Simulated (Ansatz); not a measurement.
Run report: Ga3Sb, single-point calculation

The run: single-point calculation of Ga3Sb (Immm, 4 atoms in the cell). Method and program: DFT PBEsol, scalar-relativistic, plane waves, PAW, no spin polarisation (Ansatz 0.2.0).

The structure derives from a Materials Project entry. It belongs to a series of runs on one base structure; here: strain -0.1000 x Voigt [1, -1, 0, 0, 0, 0], atoms carried along. Figures and captions count atoms from 1; the log counts them from 0 in places.

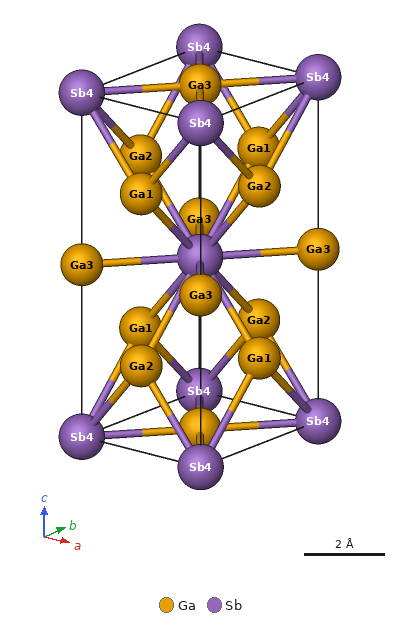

*The structure (ball-and-stick view of the cell 2 times as large as that of the calculation, set on its symmetry axes, seen at an oblique angle; atoms are numbered from 1 in the order of the input). An atom can appear more than once, as a periodic image.*

### Results in brief

| quantity | value |
| --- | --- |
| outcome | converged |
| space group (tolerance 0.01 Å) | Immm (71) |
| electrons treated | 54 |
| free energy | −17637.3852 eV |
| Fermi energy | 10.550 eV |
| gap on the k-point mesh | none (metallic) |
| pressure | 0.22 GPa |
| largest force (length of the vector) | 0.164 eV/Å |
| hardware | 1 thread of Intel Xeon (Sapphire Rapids), 32 GiB of memory available, shared host |
| wall time | 1.7 min |
| peak memory | 1.3 GiB |

### Input
```yaml
crystal:
  lattice:
    - [-1.9163827112, 2.3422455358, 4.545289132]
    - [1.9163827112, -2.3422455358, 4.545289132]
    - [1.9163827112, 2.3422455358, -4.545289132]
  atoms:
    - { symbol: Ga, position: [0.75, 0.25, 0.5] }
    - { symbol: Ga, position: [0.25, 0.75, 0.5] }
    - { symbol: Ga, position: [0.5, 0.5, 0.0] }
    - { symbol: Sb, position: [0.0, 0.0, 0.0] }
basis:
  ecutwfc: 420
kpoints:
  mp_grid: { grid: [16, 16, 16] }
hamiltonian:
  xc: pbesol
scf:
  occupations: { method: gaussian, width: 0.15 }
output:
  forces: true
  stress: true
  eigenvalues: true
  write_density: true
  write_potential: true
  elf: true
  volumetric_format: npy
```

Launch command:
```bash
ansatz run input.yaml --threads 1 --pin off --max-ram 2560MiB --backend cpu --events-out ev --progress --plain --runs-dir out
```

### Log
```
Engine: ansatz 0.2.0, x86_64-unknown-linux-gnu
Pseudopotentials: kind: paw
Pseudopotential: Ga, paw, valence charge 13, recommended cutoff 420 eV (normal), Ga.paw.azcp
Pseudopotential: Sb, paw, valence charge 15, recommended cutoff 420 eV (normal), Sb.paw.azcp
Functional definition: PBEsol
  exchange = pbesol_x
  correlation = pbesol_c
Crystal: 4 atoms, lattice volume = 81.609 Å³
Basis set: ecut = 420 eV, 1567 PW (Γ), exchange–correlation on 80×80×80 points (8 copies of the dense FFT grid, shifted against one another)
Bands: 33, of which v1, the nominal top of the filled ones, is band 27 counted from 1 (26 counted from 0)
Symmetry: 8 space group operations
Space group: Immm (ITA 71), of the structure as read, at distance tolerance 4.3e-5 Å
k-points: 621 of 4096
Non-local potential: Ga, projectors of the file, l = 0: 2, l = 1: 2, l = 2: 3, l = 3: 1
Non-local potential: Sb, projectors of the file, l = 0: 2, l = 1: 2, l = 2: 2, l = 3: 2
PAW form: soft (Blöchl's): semilocal exchange-correlation on the pseudo side does not see the compensation charge
PAW frozen core: Ga, regenerated for the run's functional, and the local potential with it (the file was generated under x = pbe(κ = 0.804, μ = 0.2195149727645171), c = pbe(β = 0.06672455060314922))
PAW frozen core: Sb, regenerated for the run's functional, and the local potential with it (the file was generated under x = pbe(κ = 0.804, μ = 0.2195149727645171), c = pbe(β = 0.06672455060314922))
PAW one-centre angular grid: Ga, 590 points (default); XC on 64 Gauss nodes
PAW one-centre angular grid: Sb, 590 points (default); XC on 64 Gauss nodes
Initial density: superposition of atomic densities (neutral atoms: chi_scale 0, normalization atom), corrected by the library's trained network
Initial wavefunctions: pseudopotential atomic-orbital guess
Functional: x = pbesol(κ = 0.804, μ = 0.12345679012345678), c = pbesol(β = 0.046)
SCF iter   1: F=—  HF=-17637.389582 eV  |F-HF|=—  |Δ(HF+E_count)|=         —  Δρ=1.95e-3  dr2=2.91e-3  ethr=1.77e-3  ⟨swp⟩=6.3  Hψ=81916  notcnv=0  defer=8
preconditioner: auto → Kerker (q_TF=auto, 2.547 Å⁻¹)  [metal: Δε(μ)=0.002 eV  Ē_g=17.922 eV  σ=0.150 eV  W_gap=0.01  n_scr=26 (ndim 8)  ℏωp=30.2 eV  f_vac=0.000  D(μ)=1.64/eV (n_scr^D=10)]
SCF iter   2: F=—  HF=-17637.385581 eV  |F-HF|=—  |Δ(HF+E_count)|=   4.00e-3  Δρ=1.14e-3  dr2=9.70e-4  ethr=5.39e-6  ⟨swp⟩=2.0  Hψ=37773  notcnv=0  defer=8
SCF iter   3: F=—  HF=-17637.385266 eV  |F-HF|=—  |Δ(HF+E_count)|=   3.15e-4  Δρ=3.05e-4  dr2=1.44e-4  ethr=1.80e-6  ⟨swp⟩=2.0  Hψ=35548  notcnv=0  defer=8
SCF iter   4: F=—  HF=-17637.385222 eV  |F-HF|=—  |Δ(HF+E_count)|=   4.41e-5  Δρ=1.08e-4  dr2=1.58e-5  ethr=2.66e-7  ⟨swp⟩=2.2  Hψ=25200  notcnv=0  defer=8
SCF iter   5: F=—  HF=-17637.385221 eV  |F-HF|=—  |Δ(HF+E_count)|=   1.65e-6  Δρ=3.95e-5  dr2=1.05e-6  ethr=2.93e-8  ⟨swp⟩=2.0  Hψ=33503  notcnv=0  defer=8
SCF iter   6: F=—  HF=-17637.385221 eV  |F-HF|=—  |Δ(HF+E_count)|=   2.24e-7  Δρ=2.88e-5  dr2=3.94e-7  ethr=1.95e-9  ⟨swp⟩=2.0  Hψ=33532  notcnv=0  defer=8
SCF iter   7: F=-17637.385220 eV  HF=-17637.385220 eV  |F-HF|=3.10e-8  |Δ(HF+E_count)|=   5.06e-7  Δρ=6.57e-6  dr2=3.20e-8  ethr=1.85e-10  ⟨swp⟩=9.8  Hψ=154120  notcnv=0
SCF 1 converged in 7 iterations: F = -17637.385220 eV  dr2 = 3.20e-8
  greatest PAW one-centre occupation: 0.996 electrons in one spin orbital (limit 2), on the Sb atom at site 3 (counted from 0), in its partial waves of l = 2
```

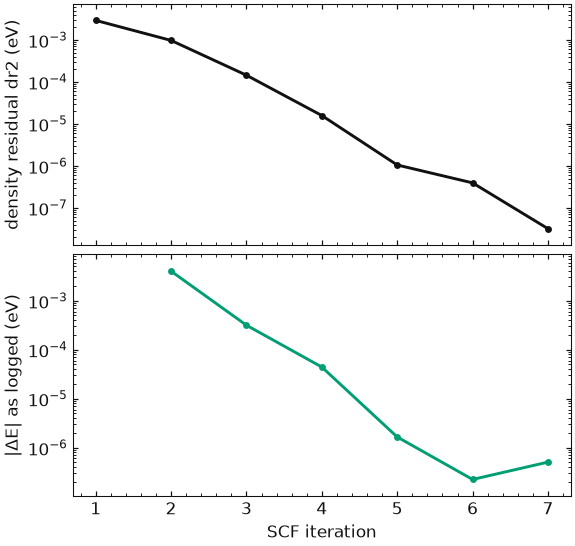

*Convergence of the self-consistent field: density residual dr2 and size of the energy change against the SCF iteration.*

The residual falls at every step.

```
SCF converged after 7 iterations
Free energy (F): -17637.385220 eV
Harris-Foulkes:  -17637.385220 eV  (|F-HF|=3.10e-8)
Internal energy: -17637.366642 eV  (E = F + TS)
E sigma→0 (E₀):  -17637.375931 eV
Entropy (-TS):   -0.018578 eV (-4.645 meV/atom)
Fermi energy:    10.550165 eV
--- Per-component energies (eV) ---
  E_band       = -232.914900
  E_kinetic    = 552.840014
  E_local      = -6734.480097  (includes V_loc(G=0)·N_el)
  E_nonlocal   = 1633.101027
  E_hartree    = 3148.078822
  E_xc         = -345.365821
  E_vxc        = -273.129187  (∫ρ·V_xc dr)
  E_paw        = -10336.166595  (= ΣΔE_a)
  E_vpaw       = -1707.392948  (= ΣTr[D̂ρ^β])
  E_aug_tail   = -0.000359  (compensation charges beyond the density's cutoff)
  E_ewald      = -5558.294424
  E_core_change = 2.920790  (= ΣΔE_core)
  E_smearing   = -0.018578  (= −TS)
  E_closure    = -0.000000  (closes the sum)
  Σ components = -17637.385220   (vs F -17637.385220, Δ=0.00e0)
--- Forces (eV/Å), atoms counted from 1 ---
  atom   1  Ga     0.00000000     0.00000000    -0.16365283
  atom   2  Ga     0.00000000     0.00000000     0.16365283
  atom   3  Ga     0.00000000     0.00000000    -0.00000000
  atom   4  Sb     0.00000000     0.00000000     0.00000000
  max |Σ_I F_I| component: 2.78e-17 eV/Å
--- Stress (GPa, compression-positive) ---
        0.849151       0.000000       0.000000
        0.000000      -0.304847       0.000000
        0.000000       0.000000       0.118261
  P = ⅓ Tr σ = 0.2209 GPa (2.209 kbar)
--- Band table (eV; the first three rows and the last of 621) ---
  k-point 0: bands = ["-18.5303", "-18.5242", "-18.5045", "-18.4997", "-18.4989", "-4.3967", "-4.3724", "-4.3435", "-4.3383", "-4.3142", "-4.2930", "-4.2866", "-4.2704", "-4.2548", "-4.2359", "-4.1993", "-4.1961", "-4.1644", "-4.1311", "-4.1000", "-1.5841", "5.2451", "6.3603", "7.2391", "7.6054", "7.8605", "9.0370", "10.0121", "11.5838", "12.5056", "12.5715", "14.6867", "15.8816"]
  k-point 1: bands = ["-18.5302", "-18.5242", "-18.5048", "-18.4999", "-18.4982", "-4.3928", "-4.3690", "-4.3444", "-4.3334", "-4.3143", "-4.3022", "-4.2767", "-4.2705", "-4.2539", "-4.2349", "-4.2014", "-4.1981", "-4.1659", "-4.1342", "-4.1054", "-1.5208", "5.1448", "6.3912", "6.8985", "7.5350", "8.1257", "9.4725", "9.6753", "10.8807", "13.0260", "13.4479", "14.1436", "15.5409"]
  k-point 2: bands = ["-18.5300", "-18.5242", "-18.5054", "-18.5005", "-18.4961", "-4.3854", "-4.3566", "-4.3449", "-4.3220", "-4.3192", "-4.3088", "-4.2705", "-4.2622", "-4.2516", "-4.2322", "-4.2079", "-4.2051", "-4.1703", "-4.1444", "-4.1172", "-1.3311", "4.8616", "6.3791", "6.7253", "7.1915", "8.2825", "9.5495", "9.6698", "10.7636", "12.6167", "14.2400", "14.7702", "15.4789"]
  k-point 620: bands = ["-18.5303", "-18.5240", "-18.5044", "-18.4996", "-18.4990", "-4.4070", "-4.3924", "-4.3852", "-4.3814", "-4.3359", "-4.3194", "-4.2668", "-4.2239", "-4.2157", "-4.2080", "-4.1789", "-4.1761", "-4.1527", "-4.1312", "-4.0996", "-0.4908", "1.3478", "5.5738", "6.2383", "8.6761", "9.3223", "11.9296", "12.5067", "14.8454", "14.9493", "15.3091", "15.8776", "16.3432"]
```

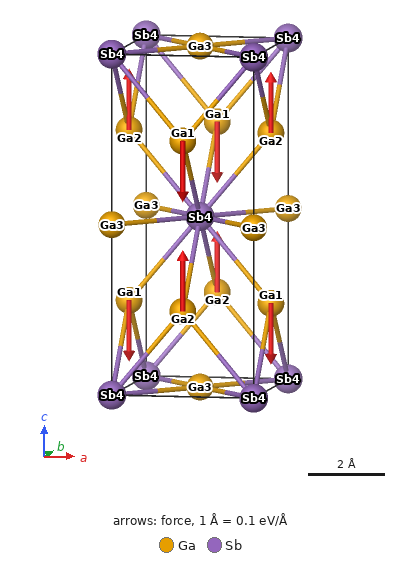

*Forces on the atoms as red arrows (ball-and-stick view of the cell 2 times as large as that of the calculation, set on its symmetry axes, seen slightly off an axis; atoms are numbered from 1 in the order of the input).*

The largest act on Ga1, Ga2 (0.16 eV/Å). The geometry is not a stationary point of this energy.

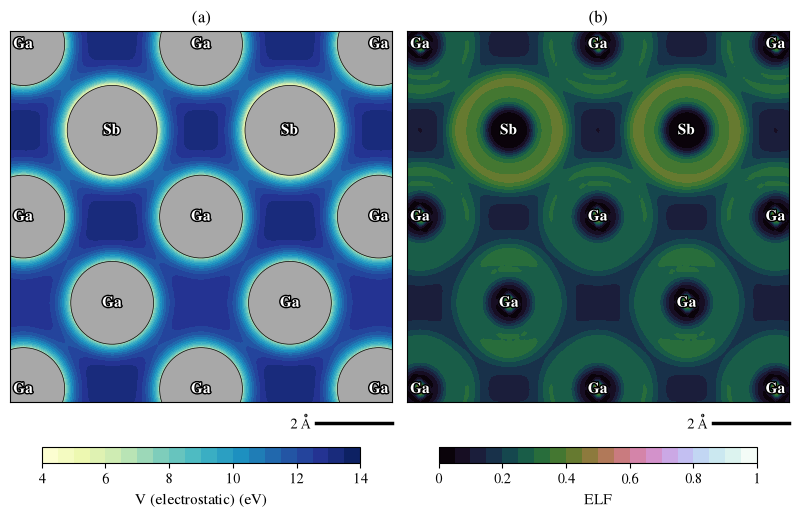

*(a) electrostatic potential (local pseudopotential plus Hartree) felt by an electron; (b) electron localisation function on the (100) plane of the conventional cell. Grey discs, where drawn, cover atomic cores.*

Atoms in the plane: Ga and Sb. Ga–Sb (3.26 Å): the ELF is about 0.25 at the midpoint (no localised pair between them). The strong features right at Ga lie inside the PAW spheres (semicore, d or f shells) and say nothing about bonding. Outside the cores the potential energy rises away from the atoms and is highest about 1.9 Å from the nearest atoms; outside the discs it spans about 9 eV, and its zero is arbitrary. Core electrons are frozen (PAW), so the fields are smoothed inside the atomic spheres.
